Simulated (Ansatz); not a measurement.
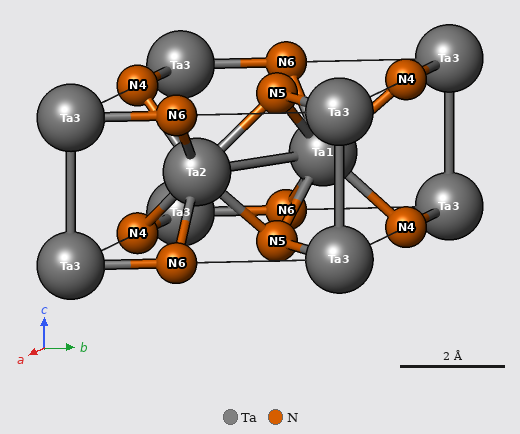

The input geometry (ball-and-stick view of the cell of the calculation, seen slightly off an axis; atoms are numbered from 1 in the order of the input).

Run report: TaN, single-point calculation (part 1 of 2)

TaN (P-62m, 6 atoms in the cell), computed with DFT PBEsol+U+J, non-collinear, scalar-relativistic, plane waves, PAW, U = 2 eV, J = 0.9 eV on Ta atom 1 d; U = 2 eV, J = 0.9 eV on Ta atom 2 d; U = 2 eV, J = 0.9 eV on Ta atom 3 d (Ansatz 0.2.0).

The structure derives from an entry of the Crystallography Open Database. It belongs to a series of runs on one base structure; here: canted directions free. Figures and captions count atoms from 1; the log counts them from 0 in places.

## The program's output
```
Ta: projections on atomic orbitals take those of the free atom [Kr 4d10 4f14] 5s2 5p6 5d3 6s2, of charge +0.00 (hamiltonian.pseudopotentials.projection_atoms); the dataset's partial waves leave at most 6.0e-5 of an orbital's norm unspanned inside its sphere
N: projections on atomic orbitals take those of the free atom [He] 2s2 2p3, of charge +0.00 (hamiltonian.pseudopotentials.projection_atoms); the dataset's partial waves leave at most 9.3e-9 of an orbital's norm unspanned inside its sphere
Engine: ansatz 0.2.0, x86_64-unknown-linux-gnu
Pseudopotentials: kind: paw
Pseudopotential: Ta, paw, valence charge 13, recommended cutoff 420 eV (normal), Ta.paw.azcp
Pseudopotential: N, paw, valence charge 5, recommended cutoff 420 eV (normal), N.paw.azcp
Functional definition: PBEsol
  exchange = pbesol_x
  correlation = pbesol_c
Crystal: 6 atoms, lattice volume = 68.063 Å³
Basis set: ecut = 420 eV, 1287 PW (Γ), exchange–correlation on 72×72×40 points (8 copies of the dense FFT grid, shifted against one another)
Bands: 66, of which v1, the nominal top of the filled ones, is band 54 counted from 1 (53 counted from 0)
Symmetry: 1 space group operations
Magnetic group: BNS 1.1 (UNI 1), of the structure as read, at distance tolerance 4.1e-5 Å
k-points: 96
Non-local potential: Ta, projectors of the file, l = 0: 3, l = 1: 2, l = 2: 2, l = 3: 1
Non-local potential: N, projectors of the file, l = 0: 2, l = 1: 2, l = 2: 1
PAW form: soft (Blöchl's): semilocal exchange-correlation on the pseudo side does not see the compensation charge
PAW frozen core: Ta, regenerated for the run's functional, and the local potential with it (the file was generated under x = pbe(κ = 0.804, μ = 0.2195149727645171), c = pbe(β = 0.06672455060314922))
PAW frozen core: N, regenerated for the run's functional, and the local potential with it (the file was generated under x = pbe(κ = 0.804, μ = 0.2195149727645171), c = pbe(β = 0.06672455060314922))
PAW one-centre angular grid: Ta, 590 points (default); XC on 64 Gauss nodes
PAW one-centre angular grid: N, 110 points (default); XC on 64 Gauss nodes
Initial density: superposition of atomic densities (chi_scale 0.1, normalization cell, long waves kept (reshape's long-wave potential 0.01 eV rms))
Starting moments: Σ|m| = 6 μB on 3 of 6 sites
Initial wavefunctions: pseudopotential atomic-orbital guess
Functional: x = pbesol(κ = 0.804, μ = 0.12345679012345678), c = pbesol(β = 0.046)
SCF iter   1: F=—  HF=-30556.030763 eV  |F-HF|=—  |Δ(HF+E_count)|=         —  Δρ=1.27e-1  dr2=3.42e0  dr2_m=3.34e0  ethr=3.10e-3  |M|=3.27e-1 ∫|m|=1.40e0 μB  |m|>n=0.0e0 m-floor=0.0e0 τ_xc=1.3e-2 mc-row=0.0e0  β_m=0.30  ⟨swp⟩=6.1  Hψ=24450  notcnv=0  defer=10
preconditioner: auto → Kerker (q_TF=auto, 2.625 Å⁻¹)  [metal: Δε(μ)=0.033 eV  Ē_g=9.956 eV  σ=0.050 eV  W_gap=0.34  n_scr=26 (ndim 8)  ℏωp=24.7 eV  f_vac=0.000  D(μ)=1.02/eV (n_scr^D=6)]
spin=Noncollinear: Kerker preconditioning applied to the charge; magnetization (m_x, m_y, m_z) channels mix plain (no charge-response kernel on spin).
SCF iter   2: F=—  HF=-30556.084594 eV  |F-HF|=—  |Δ(HF+E_count)|=   5.38e-2  Δρ=9.05e-2  dr2=1.18e0  dr2_m=1.70e0  ethr=3.10e-3  |M|=3.06e-1 ∫|m|=1.29e0 μB  |m|>n=0.0e0 m-floor=0.0e0 τ_xc=1.0e-2 mc-row=0.0e0  β_m=0.30  ⟨swp⟩=2.1  Hψ=9760  notcnv=0  defer=564
SCF iter   3: F=—  HF=-30556.203533 eV  |F-HF|=—  |Δ(HF+E_count)|=   1.19e-1  Δρ=6.45e-2  dr2=1.60e-1  dr2_m=8.61e-1  ethr=2.19e-3  |M|=2.87e-1 ∫|m|=1.21e0 μB  |m|>n=0.0e0 m-floor=0.0e0 τ_xc=9.1e-3 mc-row=0.0e0  β_m=0.30  ⟨swp⟩=2.9  Hψ=9493  notcnv=0  defer=582
SCF iter   4: F=—  HF=-30556.340538 eV  |F-HF|=—  |Δ(HF+E_count)|=   1.37e-1  Δρ=4.65e-2  dr2=1.14e-2  dr2_m=4.46e-1  ethr=2.96e-4  |M|=2.56e-1 ∫|m|=1.13e0 μB  |m|>n=0.0e0 m-floor=0.0e0 τ_xc=7.8e-3 mc-row=0.0e0  β_m=0.30  ⟨swp⟩=3.4  Hψ=10064  notcnv=0  defer=538
SCF iter   5: F=—  HF=-30556.417996 eV  |F-HF|=—  |Δ(HF+E_count)|=   7.75e-2  Δρ=3.35e-2  dr2=4.60e-3  dr2_m=2.32e-1  ethr=2.11e-5  |M|=2.42e-1 ∫|m|=1.08e0 μB  |m|>n=0.0e0 m-floor=0.0e0 τ_xc=6.9e-3 mc-row=0.0e0  β_m=0.30  ⟨swp⟩=2.0  Hψ=8085  notcnv=0  defer=538
SCF iter   6: F=—  HF=-30556.459221 eV  |F-HF|=—  |Δ(HF+E_count)|=   4.12e-2  Δρ=2.43e-2  dr2=5.84e-4  dr2_m=1.22e-1  ethr=8.52e-6  |M|=2.31e-1 ∫|m|=1.03e0 μB  |m|>n=0.0e0 m-floor=0.0e0 τ_xc=6.3e-3 mc-row=0.0e0  β_m=0.30  ⟨swp⟩=2.6  Hψ=10193  notcnv=0  defer=538
SCF iter   7: F=—  HF=-30556.481568 eV  |F-HF|=—  |Δ(HF+E_count)|=   2.23e-2  Δρ=1.76e-2  dr2=9.03e-5  dr2_m=6.39e-2  ethr=1.08e-6  |M|=2.20e-1 ∫|m|=1.00e0 μB  |m|>n=0.0e0 m-floor=0.0e0 τ_xc=5.9e-3 mc-row=0.0e0  β_m=0.30  ⟨swp⟩=2.4  Hψ=11733  notcnv=0  defer=538
Mixer restart at iter 7: flushing history
spin-set hold released at iteration 7 (site moments contracting): the magnetisation degrees of freedom join the quasi-Newton model from the next iteration; the mixer history was flushed
SCF iter   8: F=—  HF=-30556.493684 eV  |F-HF|=—  |Δ(HF+E_count)|=   1.21e-2  Δρ=1.28e-2  dr2=5.87e-5  dr2_m=3.38e-2  ethr=1.67e-7  |M|=2.11e-1 ∫|m|=9.79e-1 μB  |m|>n=0.0e0 m-floor=0.0e0 τ_xc=5.7e-3 mc-row=0.0e0  β_m=0.65  ⟨swp⟩=3.0  Hψ=13091  notcnv=0  defer=538
SCF iter   9: F=—  HF=-30556.508468 eV  |F-HF|=—  |Δ(HF+E_count)|=   1.48e-2  Δρ=7.17e-4  dr2=1.64e-5  dr2_m=1.04e-4  ethr=1.09e-7  |M|=1.83e-1 ∫|m|=9.16e-1 μB  |m|>n=0.0e0 m-floor=0.0e0 τ_xc=5.4e-3 mc-row=0.0e0  β_m=0.65  ⟨swp⟩=4.0  Hψ=15701  notcnv=0  defer=538
Mixer restart at iter 9: flushing history
SCF iter  10: F=—  HF=-30556.523331 eV  |F-HF|=—  |Δ(HF+E_count)|=         —  Δρ=7.29e-4  dr2=2.14e-5  dr2_m=1.08e-4  ethr=3.03e-8  |M|=1.82e-1 ∫|m|=9.14e-1 μB  |m|>n=0.0e0 m-floor=0.0e0 τ_xc=5.4e-3 mc-row=0.0e0  β_m=0.65  ⟨swp⟩=2.0  Hψ=8494  notcnv=0  defer=537
SCF iter  11: F=—  HF=-30558.528345 eV  |F-HF|=—  |Δ(HF+E_count)|=    2.01e0  Δρ=7.75e-3  dr2=4.03e-2  dr2_m=1.32e-2  ethr=3.03e-8  |M|=1.21e-1 ∫|m|=5.62e-1 μB  |m|>n=0.0e0 m-floor=0.0e0 τ_xc=5.3e-3 mc-row=0.0e0  β_m=0.37  ⟨swp⟩=5.9  Hψ=24915  notcnv=0  defer=529
SCF iter  12: F=—  HF=-30558.880853 eV  |F-HF|=—  |Δ(HF+E_count)|=   3.53e-1  Δρ=6.63e-3  dr2=1.16e-2  dr2_m=9.63e-3  ethr=3.03e-8  |M|=1.17e-1 ∫|m|=3.98e-1 μB  |m|>n=0.0e0 m-floor=0.0e0 τ_xc=3.2e-3 mc-row=0.0e0  β_m=0.90  ⟨swp⟩=5.1  Hψ=21414  notcnv=0  defer=540
SCF iter  13: F=—  HF=-30559.097230 eV  |F-HF|=—  |Δ(HF+E_count)|=   2.16e-1  Δρ=2.29e-3  dr2=2.22e-3  dr2_m=1.12e-3  ethr=3.03e-8  |M|=6.26e-2 ∫|m|=1.02e-1 μB  |m|>n=0.0e0 m-floor=0.0e0 τ_xc=2.7e-4 mc-row=0.0e0  β_m=0.95  ⟨swp⟩=5.5  Hψ=23019  notcnv=0  defer=540
SCF iter  14: F=—  HF=-30559.100073 eV  |F-HF|=—  |Δ(HF+E_count)|=   2.84e-3  Δρ=8.32e-4  dr2=4.51e-4  dr2_m=1.11e-4  ethr=3.03e-8  |M|=4.03e-2 ∫|m|=4.95e-2 μB  |m|>n=0.0e0 m-floor=0.0e0 τ_xc=4.7e-5 mc-row=0.0e0  β_m=0.91  ⟨swp⟩=4.1  Hψ=18566  notcnv=0  defer=544
SCF iter  15: F=—  HF=-30559.100274 eV  |F-HF|=—  |Δ(HF+E_count)|=   2.01e-4  Δρ=3.70e-4  dr2=4.26e-6  dr2_m=2.40e-5  ethr=3.03e-8  |M|=2.51e-2 ∫|m|=2.85e-2 μB  |m|>n=0.0e0 m-floor=0.0e0 τ_xc=1.5e-5 mc-row=0.0e0  β_m=0.96  ⟨swp⟩=3.0  Hψ=13785  notcnv=0  defer=544
SCF iter  16: F=—  HF=-30559.100357 eV  |F-HF|=—  |Δ(HF+E_count)|=   8.29e-5  Δρ=1.77e-4  dr2=3.28e-7  dr2_m=5.18e-6  ethr=7.89e-9  |M|=1.30e-2 ∫|m|=1.43e-2 μB  |m|>n=0.0e0 m-floor=0.0e0 τ_xc=2.2e-6 mc-row=0.0e0  β_m=0.98  ⟨swp⟩=3.0  Hψ=13024  notcnv=0  defer=544
SCF iter  17: F=—  HF=-30559.100378 eV  |F-HF|=—  |Δ(HF+E_count)|=   2.12e-5  Δρ=7.19e-5  dr2=1.02e-7  dr2_m=9.29e-7  ethr=6.07e-10  |M|=5.06e-3 ∫|m|=5.59e-3 μB  |m|>n=0.0e0 m-floor=0.0e0 τ_xc=9.0e-7 mc-row=0.0e0  β_m=0.99  ⟨swp⟩=3.1  Hψ=13396  notcnv=0  defer=544
iter 18 did not close the SCF: its close was put off for a magnetic moment that had not settled (scf_convergence_deferred on its scf_iter line)
SCF iter  18: F=-30559.100382 eV  HF=-30559.100382 eV  |F-HF|=1.00e-7  |Δ(HF+E_count)|=   3.69e-6  Δρ=1.93e-5  dr2=2.82e-8  dr2_m=7.53e-8  ethr=1.85e-10  |M|=8.99e-4 ∫|m|=1.09e-3 μB  |m|>n=0.0e0 m-floor=0.0e0 τ_xc=3.4e-9 mc-row=0.0e0  β_m=0.99  ⟨swp⟩=18.6  Hψ=52169  notcnv=0
iter 19 did not close the SCF: its close was put off for a magnetic moment that had not settled (scf_convergence_deferred on its scf_iter line)
SCF iter  19: F=-30559.100382 eV  HF=-30559.100382 eV  |F-HF|=1.38e-10  |Δ(HF+E_count)|=   2.09e-7  Δρ=4.38e-6  dr2=9.57e-9  dr2_m=4.30e-9  ethr=5.22e-11  |M|=2.17e-4 ∫|m|=2.60e-4 μB  |m|>n=0.0e0 m-floor=0.0e0 τ_xc=2.8e-10 mc-row=0.0e0  β_m=1.00  ⟨swp⟩=6.1  Hψ=38965  notcnv=0
iter 20 did not close the SCF: its close was put off for a magnetic moment that had not settled (scf_convergence_deferred on its scf_iter line)
SCF iter  20: F=-30559.100382 eV  HF=-30559.100382 eV  |F-HF|=2.81e-9  |Δ(HF+E_count)|=   1.18e-8  Δρ=2.43e-6  dr2=3.99e-9  dr2_m=3.51e-10  ethr=1.77e-11  |M|=6.87e-5 ∫|m|=8.61e-5 μB  |m|>n=0.0e0 m-floor=0.0e0 τ_xc=4.8e-11 mc-row=0.0e0  β_m=0.94  ⟨swp⟩=5.7  Hψ=36742  notcnv=0
iter 21 did not close the SCF: its close was put off for a magnetic moment that had not settled (scf_convergence_deferred on its scf_iter line)
SCF iter  21: F=-30559.100382 eV  HF=-30559.100382 eV  |F-HF|=8.73e-11  |Δ(HF+E_count)|=  1.24e-10  Δρ=5.91e-7  dr2=7.50e-11  dr2_m=8.35e-11  ethr=7.38e-12  |M|=4.18e-5 ∫|m|=4.93e-5 μB  |m|>n=0.0e0 m-floor=0.0e0 τ_xc=1.2e-11 mc-row=0.0e0  β_m=0.97  ⟨swp⟩=5.0  Hψ=32517  notcnv=0
SCF iter  22: F=-30559.100382 eV  HF=-30559.100382 eV  |F-HF|=2.55e-11  |Δ(HF+E_count)|=  2.47e-10  Δρ=3.10e-7  dr2=3.09e-12  dr2_m=1.71e-11  ethr=1.00e-12  |M|=2.32e-5 ∫|m|=2.59e-5 μB  |m|>n=0.0e0 m-floor=0.0e0 τ_xc=1.9e-12 mc-row=0.0e0  ⟨swp⟩=4.2  Hψ=28183  notcnv=0
WARN: the starting moments were not kept: the SCF closed with an absolute magnetisation of 2.5e-5 μB, where they sum to 6 μB in size (3 sites). That is at most 0.1 of that sum. Measured as dr2_m measures the in/out step, that magnetisation stands 5.4e-11 eV from none, at or under the dr2_threshold of 1.0e-7 eV: it is no larger than a step whose dr2_m would equal this threshold. The system may hold no moment; this SCF shows only that its start led to no more than that. To try another start: raise the starting moments (crystal.atoms[].spin, magnetization.per_species, magnetization.initial_magnetization, or on a non-collinear deck that types none of these the spinor_matrix: blocks that start its atoms; where the total moment is fixed, keep their sum and leave initial_magnetization as it is; typed ones take the place of any that the run laid by itself, positive ones on a crystal's lanthanoids without a Hubbard term where scf.initial_density.shell_occupations: [] is typed) or, if the notice of its spin-set hold's release reads "site moments contracting" or "site moments show no strong build", lengthen the hold (scf.mixing.spin_hold: { on: { confirm: 4 } }; for m-r²SCAN on two components see the key's manual first). Each may lead to a state that holds a moment. A second SCF, from the converged charge density, with the starting moments and any scf.initial_density.shell_occupations laid on it anew, would have followed, and was not run: the deck does not ask for one (magnetization.retry_lost_moments is false, the default). To let it run, set magnetization.retry_lost_moments: true and run the deck again, where that key's refused combinations let it; where memory then withholds it, that run's warning says so.
WARN: hamiltonian.hubbard: on 3 of 3 specified blocks the occupation matrix of this SCF's result fails the test of the specified filling. At site 0 (sites count from 0 in the list of atoms of the cell that this SCF solves) the least filled combination of the orbitals specified full has occupation 0.388, and the fullest combination of the orbitals specified empty has occupation 0.447; the filling counts as kept where the first is at least 0.75 and exceeds the second by more than 0.25. The same holds at site 1, site 2. The state of this SCF's result may not hold the specified filling, though these bounds can also misjudge a state that does. This warning does not say which state is lower in energy, or whether the specified filling is a self-consistent state at all; see hamiltonian.hubbard.sites[].starting_ns, Limitations, and scf.initial_density.shell_occupations in the input reference
SCF 1 converged in 22 iterations: F = -30559.100382 eV  dr2 = 3.09e-12
  greatest PAW one-centre occupation: 1.000 electrons in one spin orbital (limit 2), on the Ta atom at site 2 (counted from 0), in its partial waves of l = 0
```

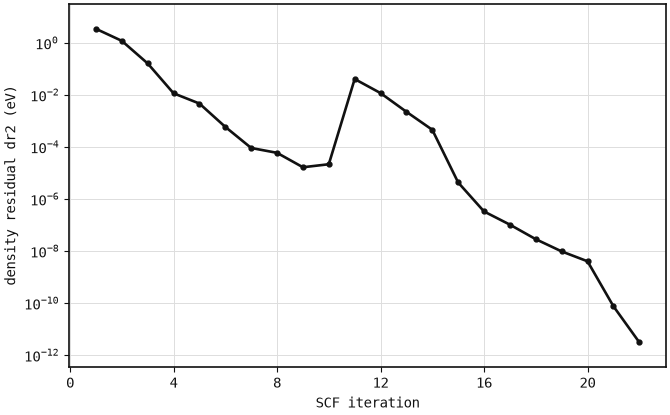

Convergence of the self-consistent field: density residual dr2 against the SCF iteration. The residual comes down, with one marked jump up, by a factor of about 2 × 10³, at step 11.

```
SCF converged after 22 iterations
Magnetization: |M| = 0.0000 μB,  M = (-0.0000, +0.0000, +0.0000) μB
Absolute magnetization: 0.0000 μB (∫|m|, with the PAW one-centre terms)
  site 0: m = (-0.0000, +0.0000, +0.0000) μB, |m| = 0.0000 μB  (R = 0.89 Å)
  site 1: m = (-0.0000, +0.0000, +0.0000) μB, |m| = 0.0000 μB  (R = 0.89 Å)
  site 2: m = (-0.0000, +0.0000, +0.0000) μB, |m| = 0.0000 μB  (R = 0.84 Å)
  site 3: m = (+0.0000, -0.0000, -0.0000) μB, |m| = 0.0000 μB  (R = 0.84 Å)
  site 4: m = (+0.0000, -0.0000, -0.0000) μB, |m| = 0.0000 μB  (R = 0.84 Å)
  site 5: m = (+0.0000, -0.0000, -0.0000) μB, |m| = 0.0000 μB  (R = 0.84 Å)
Free energy (F): -30559.100382 eV
Harris-Foulkes:  -30559.100382 eV  (|F-HF|=2.55e-11)
Internal energy: -30559.096826 eV  (E = F + TS)
E sigma→0 (E₀):  -30559.098604 eV
Entropy (-TS):   -0.003556 eV (-0.593 meV/atom)
Fermi energy:    19.722156 eV
--- Per-component energies (eV) ---
  E_band       = -223.858324
  E_kinetic    = 1496.172937
  E_local      = -2035.511127  (includes V_loc(G=0)·N_el)
  E_nonlocal   = 188.346440
  E_hartree    = 687.047812
  E_xc         = -832.603335
  E_vxc        = -843.557656  (∫ρ·V_xc dr)
  E_hubbard    = 3.836550  (on-site DFT+U / exact-exchange correction)
  E_vhub       = 1.512115  (the Hubbard potential's part of the band-sum identity)
  E_paw        = -25186.206447  (= ΣΔE_a)
  E_vpaw       = -404.917481  (= ΣTr[D̂ρ^β])
  E_aug_tail   = 0.000824  (compensation charges beyond the density's cutoff)
  E_ewald      = -4880.905716
  E_core_change = 0.725236  (= ΣΔE_core)
  E_smearing   = -0.003556  (= −TS)
  E_closure    = -0.000000  (closes the sum)
  Σ components = -30559.100382   (vs F -30559.100382, Δ=0.00e0)
--- DFT+U+J on-site energies (Liechtenstein; fll double counting; per corrected site; eV) ---
  site 0 (l=d): U=2.0000  J=0.9000  Tr N=3.6960  E_int=9.821214  E_dc=8.554017  E_U=1.267196
  site 1 (l=d): U=2.0000  J=0.9000  Tr N=3.6960  E_int=9.821214  E_dc=8.554018  E_U=1.267196
  site 2 (l=d): U=2.0000  J=0.9000  Tr N=3.8098  E_int=10.455536  E_dc=9.153378  E_U=1.302158
--- Hubbard shell moments (per corrected site; Tr N, ν in electrons; μ in μ_B) ---
  shell 0: Tr N=3.6960  μ_S=(-0.0000, +0.0000, +0.0000)  μ_L=(-0.0000, +0.0000, -0.0000)  μ=(-0.0000, +0.0000, +0.0000)  ν=0.0000 along (-0.918, +0.000, +0.397)
  shell 1: Tr N=3.6960  μ_S=(-0.0000, +0.0000, +0.0000)  μ_L=(-0.0000, +0.0000, +0.0000)  μ=(-0.0000, +0.0000, +0.0000)  ν=0.0000 along (-0.972, +0.000, +0.234)
  shell 2: Tr N=3.8098  μ_S=(-0.0000, +0.0000, +0.0000)  μ_L=(+0.0000, -0.0000, -0.0000)  μ=(-0.0000, +0.0000, +0.0000)  ν=0.0000 along (-0.987, +0.000, +0.163)
--- Specified on-site occupations, and those of the state reported ---
  electrons in the specified blocks: 6.3000 specified, 11.2018 found
  site 2 (l=d): largest change of an orbital's occupation 0.6098; electrons 2.1000 specified, 3.8098 found; spectral distance 1.1783
  site 0 (l=d): largest change of an orbital's occupation 0.5822; electrons 2.1000 specified, 3.6960 found; spectral distance 1.1961
  site 1 (l=d): largest change of an orbital's occupation 0.5822; electrons 2.1000 specified, 3.6960 found; spectral distance 1.1961
--- Forces (eV/Å), atoms counted from 1 ---
  atom   1  Ta     0.00000113     0.00000079    -0.00000000
  atom   2  Ta     0.00000062    -0.00000110    -0.00000000
  atom   3  Ta    -0.00000200     0.00000035     0.00000000
  atom   4  N     -0.01464475     0.00000006    -0.00000000
  atom   5  N      0.00732213     0.01268257     0.00000000
  atom   6  N      0.00732222    -0.01268256     0.00000000
  max |Σ_I F_I| component: 6.46e-7 eV/Å
--- Stress (GPa, compression-positive) ---
       -2.602854       0.000000       0.000000
        0.000000      -2.602854       0.000000
        0.000000       0.000000      -3.213577
  P = ⅓ Tr σ = -2.8064 GPa (-28.064 kbar)
--- Band table (eV; the first three rows and the last of 96) ---
```
